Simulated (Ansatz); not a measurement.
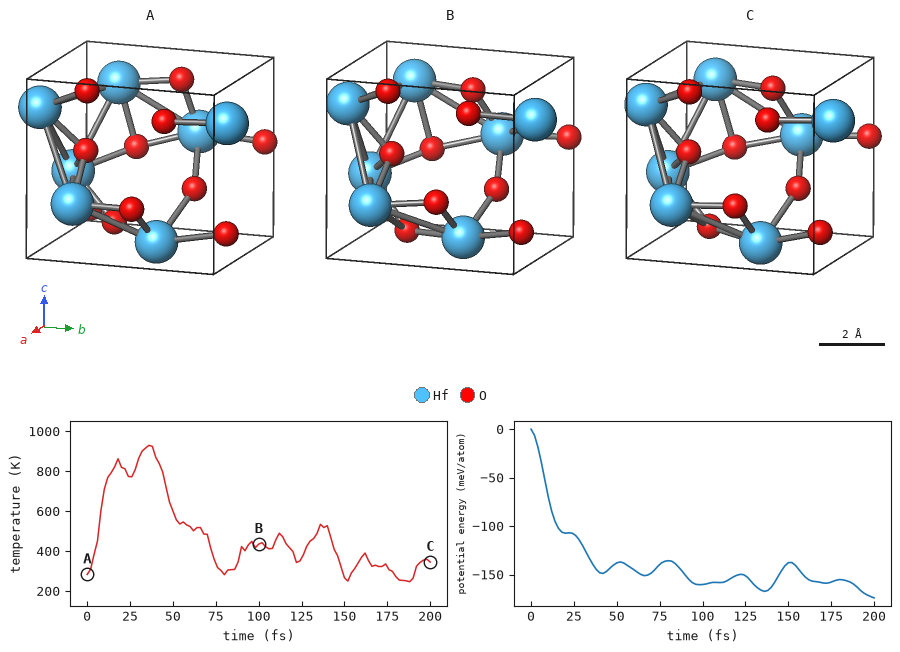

First-principles dynamics of an amorphous cell of composition HfO2 (18 atoms in the cell), 200 fs long. It starts from the last geometry of an earlier run, with fresh velocities. Frames (A at 0 fs, B at 100 fs, C at 200 fs) and the history of the run. Style: ball-and-stick. Shown: the simulation cell, slightly off an axis. Bonds to atoms that aren't drawn are left out.

Method: DFT PBE, scalar-relativistic, plane waves, PAW (Ansatz). Set-up: plane-wave cutoff 420 eV; k-point mesh 1 × 1 × 1; Fermi-Dirac smearing 0.05 eV; volume 1.04 times that of the relaxed crystal; set temperature 300 K; time step 2 fs.

Input file:
```yaml
crystal:
  lattice:
    - [5.913382, 0.093665, -0.026317]
    - [0.093665, 6.169229, -0.029352]
    - [-0.026317, -0.029352, 5.666068]
  atoms:
    - { symbol: Hf, position: [0.2609281203, 0.2560913699, 0.8483165868] }
    - { symbol: Hf, position: [0.7872041381, 0.0024993094, 0.7982731168] }
    - { symbol: Hf, position: [0.6651513585, 0.5880900317, 0.0746645586] }
    - { symbol: Hf, position: [0.4242452868, 0.0648827496, 0.3726236851] }
    - { symbol: Hf, position: [0.8955837702, 0.2120320853, 0.3005660978] }
    - { symbol: Hf, position: [0.1320162183, 0.6437203297, 0.5825521546] }
    - { symbol: O, position: [0.1608988285, 0.075471457, 0.1113461744] }
    - { symbol: O, position: [0.0278121413, 0.9612579056, 0.5313037821] }
    - { symbol: O, position: [0.6735876249, 0.2112723183, 0.5520300161] }
    - { symbol: O, position: [0.7862525532, 0.6655713065, 0.7787747138] }
    - { symbol: O, position: [0.4490524093, 0.9424734088, 0.7172476893] }
    - { symbol: O, position: [0.2195417481, 0.3372587599, 0.4899751003] }
    - { symbol: O, position: [0.897169386, 0.5287334181, 0.299960018] }
    - { symbol: O, position: [0.6876522699, 0.9670020346, 0.1580544549] }
    - { symbol: O, position: [0.9037891459, 0.2911545686, 0.940687417] }
    - { symbol: O, position: [0.3961191058, 0.7033990224, 0.3250062091] }
    - { symbol: O, position: [0.2319407347, 0.58130594, 0.8887551096] }
    - { symbol: O, position: [0.4882679806, 0.3055262434, 0.1235410384] }
  symmetry: { detect: false }
basis:
  ecutwfc: 420
  xc_grid: 1
kpoints:
  mp_grid: { grid: [1, 1, 1], shift: [0.0, 0.0, 0.0] }
hamiltonian:
  xc: pbe
scf:
  occupations: { method: fermi_dirac, width: 0.05 }
  lower_state_search: "off"
  convergence: { dr2_threshold: 1.0e-05 }
output:
  forces: true
  stress: true
md:
  timestep: 2.0
  n_steps: 100
  ensemble: nvt_langevin
  friction: 0.015
  temperature: 300.0
  initial_velocities: maxwell_boltzmann
  seed: 48803
```

Command:
```bash
ansatz run input.yaml --threads 2 --pin off --max-ram 5120MiB --backend cpu --events-out ev --progress --plain --runs-dir out
```

### Describe the run.

In the second half of the run the atoms are, in the root-mean-square, this far from where they began (common drift taken out): O 0.28 Å, Hf 0.18 Å. That is small against the typical shortest distance between atoms in the first frame, about 2.0 Å: the atoms vibrate about their sites and the arrangement holds. Over the second half the temperature averages 371 K (spread ±78 K). The temperature is still falling (435 K in the second quarter, 313 K in the last), so the run isn't equilibrated. The potential energy in the second half lies on average 157 meV per atom below the first frame. The first frame is far from relaxed (forces up to 5.1 eV/Å), so much of the motion is the structure settling. The mean pressure there is 12.5 GPa.

Limits of the set-up: the periodic images lie only 5.7 Å apart, so the values are limited by the cell's size.

The run took 110 s on 2 threads of Intel(R) Xeon(R) Processor @ 2.70GHz (shared host), peak memory 0.41 GiB.
